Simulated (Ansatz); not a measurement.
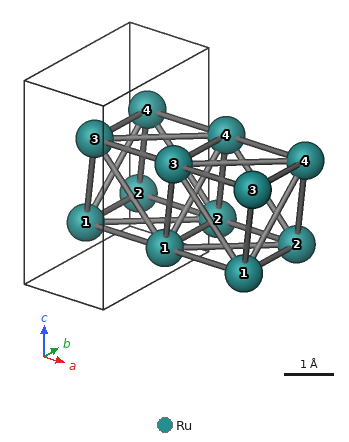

Figure 1. The structure as given in the input (ball-and-stick view of the cell of the calculation, repeated 3 × 1 × 1, seen slightly off an axis; atoms are numbered from 1 in the order of the input). Near neighbours in the crystal (not all of them lie inside the picture): Ru has 12 Ru at 2.65 to 2.71 Å.

## Single-point calculation, with input and output: Ru

The run: single-point calculation of Ru (P6₃/mmc, 4 atoms in the cell). Method and program: DFT, PBE, plane waves, PAW, Ueff = 20 eV on Ru d, no spin polarisation (Ansatz 0.2.0).

The structure derives from an entry of the Crystallography Open Database. Some settings of this run were made unusual or wrong on purpose. Figures and captions count atoms from 1; the log counts them from 0 in places.

**The input**
```yaml
crystal:
  lattice:
    - [2.70756445, 0.0, 0.0]
    - [-2.70756445, 4.68964403, 0.0]
    - [0.0, 0.0, 4.28749881]
  atoms:
    - { symbol: Ru, position: [0.3333, 0.33335, 0.25] }
    - { symbol: Ru, position: [0.3333, 0.83335, 0.25] }
    - { symbol: Ru, position: [0.6666, 0.16665, 0.75] }
    - { symbol: Ru, position: [0.6666, 0.66665, 0.75] }
  symmetry: { tolerance: 0.0003 }
kpoints:
  mp_grid: { grid: [8, 4, 4], shift: [0, 0, 0] }
magnetization:
  spin_polarized: false
scf:
  occupations: { method: fermi_dirac, width: 0.1233 }
  max_iter: 100
hamiltonian:
  pseudopotentials: { kind: paw }
  xc: pbe
  hubbard: { sites: [{ species: Ru, l: d, u_eff: 20.0 }] }
basis:
  ecutwfc: 420
output:
  forces: true
  stress: true
  eigenvalues: true
```

Command:
```bash
ansatz run input.yaml --threads 1 --pin off --max-ram 2560MiB --backend cpu --events-out ev --progress --plain --runs-dir out
```

**Output**
```
Ru: projections on atomic orbitals take those of the free atom [Ar 3d10] 4s2 4p6 4d7 5s1, of charge +0.00 (hamiltonian.pseudopotentials.projection_atoms); the dataset's partial waves leave at most 8.1e-6 of an orbital's norm unspanned inside its sphere
band count auto-derived: 40 (N_el = 64.0; filled up to band 32; 39 by the electrons, moments and atoms)
Engine: ansatz 0.2.0, x86_64-unknown-linux-gnu
Pseudopotentials: kind: paw
Pseudopotential: Ru, paw, valence charge 16, recommended cutoff 420 eV (normal), Ru.paw.azcp
Functional definition: PBE
  parameter kappa = 0.804
  parameter beta = 0.06672455060314922
  exchange = pbe_x(kappa = kappa, mu = beta*pi^2/3)
  correlation = pbe_c(beta = beta)
Crystal: 4 atoms, lattice volume = 54.441 Å³
Basis set: ecut = 420 eV, 1057 PW (Γ), exchange–correlation on 40×80×60 points (8 copies of the dense FFT grid, shifted against one another)
Bands: 40, of which v1, the nominal top of the filled ones, is band 32 counted from 1 (31 counted from 0)
Symmetry: 16 space group operations
Space group: P63/mmc (ITA 194), of the structure as read, at distance tolerance 1.1e-3 Å
k-points: 39 of 128
Non-local potential: Ru, projectors of the file, l = 0: 3, l = 1: 2, l = 2: 2, l = 3: 1
PAW form: soft (Blöchl's): semilocal exchange-correlation on the pseudo side does not see the compensation charge
PAW one-centre angular grid: Ru, 590 points (default); XC on 64 Gauss nodes
Initial density: superposition of atomic densities (chi_scale 0.1, normalization cell)
Initial wavefunctions: pseudopotential atomic-orbital guess
Functional: x = pbe(κ = 0.804, μ = 0.2195149727645171), c = pbe(β = 0.06672455060314922)
SCF iter   1: F=—  HF=-23436.769128 eV  |F-HF|=—  |Δ(HF+E_count)|=         —  Δρ=6.63e-2  dr2=2.27e0  ethr=3.10e-3  ⟨swp⟩=5.0  Hψ=5006  notcnv=0
preconditioner: auto → Kerker (q_TF=auto, 2.803 Å⁻¹)  [metal: Δε(μ)=0.148 eV  Ē_g=7.026 eV  σ=0.123 eV  W_gap=0.29  n_scr=20 (ndim 8)  ℏωp=28.5 eV  f_vac=0.000  D(μ)=2.65/eV (n_scr^D=22)]
SCF iter   2: F=—  HF=-23436.699960 eV  |F-HF|=—  |Δ(HF+E_count)|=   6.92e-2  Δρ=2.55e-2  dr2=3.10e-1  ethr=3.10e-3  ⟨swp⟩=2.8  Hψ=2875  notcnv=0
SCF iter   3: F=—  HF=-23437.079324 eV  |F-HF|=—  |Δ(HF+E_count)|=   3.79e-1  Δρ=1.30e-2  dr2=4.25e-2  ethr=4.84e-4  ⟨swp⟩=2.0  Hψ=2520  notcnv=0
SCF iter   4: F=—  HF=-23437.335208 eV  |F-HF|=—  |Δ(HF+E_count)|=   2.56e-1  Δρ=2.31e-2  dr2=1.21e-1  ethr=6.63e-5  ⟨swp⟩=2.5  Hψ=3061  notcnv=0  recentre
SCF iter   5: F=—  HF=-23437.051201 eV  |F-HF|=—  |Δ(HF+E_count)|=   2.84e-1  Δρ=8.04e-3  dr2=1.51e-2  ethr=6.63e-5  ⟨swp⟩=2.5  Hψ=3023  notcnv=0
SCF iter   6: F=—  HF=-23437.018742 eV  |F-HF|=—  |Δ(HF+E_count)|=   3.25e-2  Δρ=4.15e-3  dr2=2.83e-3  ethr=2.36e-5  ⟨swp⟩=2.1  Hψ=2974  notcnv=0
SCF iter   7: F=—  HF=-23437.011012 eV  |F-HF|=—  |Δ(HF+E_count)|=   7.73e-3  Δρ=3.19e-3  dr2=2.13e-3  ethr=4.43e-6  ⟨swp⟩=1.1  Hψ=1579  notcnv=0
SCF iter   8: F=—  HF=-23437.003378 eV  |F-HF|=—  |Δ(HF+E_count)|=   7.63e-3  Δρ=3.16e-4  dr2=4.24e-5  ethr=3.33e-6  ⟨swp⟩=2.1  Hψ=2600  notcnv=0
SCF iter   9: F=—  HF=-23437.003328 eV  |F-HF|=—  |Δ(HF+E_count)|=   5.04e-5  Δρ=1.90e-4  dr2=8.50e-6  ethr=6.63e-8  ⟨swp⟩=2.2  Hψ=2963  notcnv=0
SCF iter  10: F=—  HF=-23437.003312 eV  |F-HF|=—  |Δ(HF+E_count)|=   1.56e-5  Δρ=6.58e-5  dr2=9.47e-7  ethr=1.33e-8  ⟨swp⟩=2.8  Hψ=2952  notcnv=0
SCF iter  11: F=—  HF=-23437.003313 eV  |F-HF|=—  |Δ(HF+E_count)|=   8.93e-7  Δρ=7.36e-5  dr2=1.06e-6  ethr=1.48e-9  ⟨swp⟩=1.0  Hψ=1560  notcnv=0
SCF iter  12: F=-23437.003310 eV  HF=-23437.003310 eV  |F-HF|=3.79e-8  |Δ(HF+E_count)|=   3.43e-6  Δρ=9.69e-6  dr2=2.72e-8  ethr=1.56e-10  ⟨swp⟩=2.9  Hψ=5988  notcnv=0
SCF 1 converged in 12 iterations: F = -23437.003310 eV  dr2 = 2.72e-8
  greatest PAW one-centre occupation: 0.999 electrons in one spin orbital (limit 2), on the Ru atom at site 3 (counted from 0), in its partial waves of l = 0
Following the negative reading down, search 1: the free energy F (with its fill's electron-count term) along its direction. At the converged state itself: F - F(close) = +2.910e-11 eV
  point 1 (+, 4.0e-4 eV away): F - F(close) = -8.650e-4 eV
  point 2 (+, 1.6e-3 eV away): F - F(close) = -3.450e-3 eV
  point 3 (+, 6.4e-3 eV away): F - F(close) = -1.385e-2 eV
  point 4 (+, 2.6e-2 eV away): F - F(close) = -5.553e-2 eV
  point 5 (+, 1.0e-1 eV away): F - F(close) = -2.131e-1 eV
  point 6 (+, 4.1e-1 eV away): F - F(close) = -7.024e-1 eV
  point 7 (+, 1.6e0 eV away): F - F(close) = -2.043e0 eV
  point 8 (+, 6.6e0 eV away): F - F(close) = -5.277e0 eV
  point 9 (+, 2.6e1 eV away): F - F(close) = -1.503e1 eV
  point 10 (-, 1.6e0 eV away): F - F(close) = -3.858e0 eV
  point 11 (-, 6.6e0 eV away): F - F(close) = -1.650e1 eV
  point 12 (-, 2.6e1 eV away): F - F(close) = -2.711e1 eV
Initial density: handed on by an earlier stage of this run
Initial wavefunctions: those handed on with the density
iter 1 solved again at ethr=5.06e-4 eV; its pass at ethr=3.10e-3 eV (dr2=3.24e-1 eV) is discarded
SCF iter   1: F=—  HF=-23466.124816 eV  |F-HF|=—  |Δ(HF+E_count)|=         —  Δρ=3.69e-2  dr2=3.21e-1  ethr=5.06e-4  ⟨swp⟩=1.5  Hψ=6608  notcnv=0
preconditioner: auto → Kerker (q_TF=auto, 2.803 Å⁻¹)  [metal: Δε(μ)=0.035 eV  Ē_g=27.844 eV  σ=0.123 eV  W_gap=0.07  n_scr=20 (ndim 8)  ℏωp=37.7 eV  f_vac=0.000  D(μ)=1.95/eV (n_scr^D=10)]
SCF iter   2: F=—  HF=-23466.334099 eV  |F-HF|=—  |Δ(HF+E_count)|=   2.09e-1  Δρ=2.05e-2  dr2=7.88e-2  ethr=5.02e-4  ⟨swp⟩=2.8  Hψ=2734  notcnv=0
SCF iter   3: F=—  HF=-23466.664075 eV  |F-HF|=—  |Δ(HF+E_count)|=   3.30e-1  Δρ=1.10e-2  dr2=3.19e-2  ethr=1.23e-4  ⟨swp⟩=2.7  Hψ=3189  notcnv=0  defer=8
SCF iter   4: F=—  HF=-23466.745494 eV  |F-HF|=—  |Δ(HF+E_count)|=   8.14e-2  Δρ=3.02e-3  dr2=1.90e-3  ethr=4.98e-5  ⟨swp⟩=2.0  Hψ=2833  notcnv=0  defer=53
SCF iter   5: F=—  HF=-23466.749975 eV  |F-HF|=—  |Δ(HF+E_count)|=   4.48e-3  Δρ=1.03e-3  dr2=2.22e-4  ethr=2.97e-6  ⟨swp⟩=2.1  Hψ=2919  notcnv=0  defer=97
SCF iter   6: F=—  HF=-23466.750736 eV  |F-HF|=—  |Δ(HF+E_count)|=   7.61e-4  Δρ=2.90e-4  dr2=1.11e-5  ethr=3.48e-7  ⟨swp⟩=2.3  Hψ=2632  notcnv=0  defer=101
SCF iter   7: F=—  HF=-23466.750837 eV  |F-HF|=—  |Δ(HF+E_count)|=   1.00e-4  Δρ=6.78e-5  dr2=1.47e-6  ethr=1.74e-8  ⟨swp⟩=2.2  Hψ=2781  notcnv=0  defer=101
SCF iter   8: F=—  HF=-23466.750838 eV  |F-HF|=—  |Δ(HF+E_count)|=   8.62e-7  Δρ=2.24e-5  dr2=1.22e-7  ethr=2.30e-9  ⟨swp⟩=2.0  Hψ=2515  notcnv=0  defer=101
SCF iter   9: F=-23466.750838 eV  HF=-23466.750838 eV  |F-HF|=2.20e-9  |Δ(HF+E_count)|=   3.75e-7  Δρ=5.18e-6  dr2=1.24e-8  ethr=1.56e-10  ⟨swp⟩=8.9  Hψ=6642  notcnv=0
SCF 2 converged in 9 iterations: F = -23466.750838 eV  dr2 = 1.24e-8
  greatest PAW one-centre occupation: 1.003 electrons in one spin orbital (limit 2), on the Ru atom at site 3 (counted from 0), in its partial waves of l = 1
The result is that of the SCF that stage 1 started: 30 eV lower in free energy than the state whose close was followed first; 12 iterations were spent on what was left
SCF converged after 9 iterations
Free energy (F): -23466.750838 eV
Harris-Foulkes:  -23466.750838 eV  (|F-HF|=2.20e-9)
Internal energy: -23466.664394 eV  (E = F + TS)
E sigma→0 (E₀):  -23466.707616 eV
Entropy (-TS):   -0.086443 eV (-21.611 meV/atom)
Fermi energy:    18.558878 eV
--- Per-component energies (eV) ---
  E_band       = -330.096303
  E_kinetic    = 2143.842808
  E_local      = -5270.229866  (includes V_loc(G=0)·N_el)
  E_nonlocal   = 1438.505096
  E_hartree    = 1764.260805
  E_xc         = -767.941565
  E_vxc        = -963.824651  (∫ρ·V_xc dr)
  E_hubbard    = 13.907444  (on-site DFT+U / exact-exchange correction)
  E_vhub       = -280.420202  (the Hubbard potential's part of the band-sum identity)
  E_paw        = -13871.812792  (= ΣΔE_a)
  E_vpaw       = -926.493427  (= ΣTr[D̂ρ^β])
  E_aug_tail   = -0.000794  (compensation charges beyond the density's cutoff)
  E_ewald      = -8917.195530
  E_smearing   = -0.086443  (= −TS)
  E_closure    = 0.000000  (closes the sum)
  Σ components = -23466.750838   (vs F -23466.750838, Δ=0.00e0)
--- Forces (eV/Å), atoms counted from 1 ---
  atom   1  Ru    -0.00000000     0.46294108     0.00000000
  atom   2  Ru    -0.00000000     0.46294108     0.00000000
  atom   3  Ru     0.00000000    -0.46294108    -0.00000000
  atom   4  Ru     0.00000000    -0.46294108    -0.00000000
  max |Σ_I F_I| component: 1.39e-17 eV/Å
--- Stress (GPa, compression-positive) ---
       99.689782      -0.000000      -0.000000
       -0.000000      91.507105      -0.000000
        0.000000      -0.000000     116.546396
  P = ⅓ Tr σ = 102.5811 GPa (1025.811 kbar)
--- Band table (eV; the first three rows and the last of 39) ---
  k-point 0: bands = ["-46.8473", "-46.8009", "-46.7915", "-46.5759", "-18.1734", "-17.7621", "-17.3091", "-17.2957", "-17.0658", "-16.9907", "-16.8837", "-16.8722", "-16.5112", "-16.2621", "-15.5579", "-15.3598", "8.9113", "9.6226", "9.9895", "11.5279", "12.7922", "13.7574", "13.7811", "13.8948", "13.9779", "14.5602", "14.7081", "14.7249", "15.7859", "15.9598", "17.5211", "18.1851", "18.6656", "24.7631", "27.4627", "30.1803", "30.8856", "32.6078", "34.3700", "35.2995"]
  k-point 1: bands = ["-46.8277", "-46.7708", "-46.7573", "-46.6533", "-18.0008", "-17.6801", "-17.4170", "-17.2553", "-17.0941", "-17.0338", "-17.0315", "-16.8973", "-16.4063", "-16.1923", "-15.5295", "-15.3897", "9.3381", "9.6160", "10.0079", "11.6878", "11.9215", "12.3913", "13.4414", "13.8833", "14.3117", "14.4573", "14.7299", "15.6668", "16.4565", "17.5877", "18.1877", "18.2544", "18.5935", "22.4656", "26.3161", "29.3387", "31.4239", "33.0616", "34.7309", "34.9793"]
  k-point 2: bands = ["-46.7669", "-46.7669", "-46.7263", "-46.7263", "-17.5674", "-17.5674", "-17.5607", "-17.5607", "-17.1370", "-17.1370", "-16.9619", "-16.9619", "-16.2222", "-16.2222", "-15.4603", "-15.4603", "9.9793", "9.9793", "10.6737", "10.6737", "11.2101", "11.2101", "13.5926", "13.5926", "14.1813", "14.1813", "16.9917", "16.9917", "17.4751", "17.4751", "18.4225", "18.4225", "18.9544", "18.9544", "27.0558", "27.0558", "32.8760", "32.8760", "34.1563", "34.1563"]
  k-point 38: bands = ["-46.5326", "-46.5326", "-46.5326", "-46.5326", "-17.9432", "-17.9432", "-17.9432", "-17.9432", "-17.2389", "-17.2389", "-17.2389", "-17.2389", "-15.8767", "-15.8767", "-15.8767", "-15.8767", "12.3267", "12.3267", "12.3267", "12.3267", "13.0745", "13.0745", "13.0745", "13.0745", "15.3775", "15.3775", "15.3775", "15.3775", "15.9156", "15.9156", "15.9156", "15.9156", "27.1510", "27.1510", "27.1510", "27.1510", "31.7920", "31.7920", "31.7920", "31.7920"]
Occupation matrices written to [file]
```

**Outcome**

| quantity | value |
| --- | --- |
| outcome | converged |
| space group (tolerance 0.01 Å) | P6₃/mmc (194) |
| electrons treated | 64 |
| free energy | −23466.7508 eV |
| Fermi energy | 18.559 eV |
| pressure | 102.58 GPa |
| largest force (length of the vector) | 0.463 eV/Å |
| hardware | 1 thread of an x86-64 CPU, shared host |
| wall time | 33 s |
| peak memory | 0.45 GiB |

**Diagnosis**

This input holds a deliberate fault: an enormous or negative U (`hamiltonian.hubbard`). Such a U drives the occupations to unphysical values. The run converged all the same; its numbers are those of the faulty input and shouldn't be used. The electronic state found may not be the lowest one. Warnings of the run: a screening estimate came out negative during mixing.
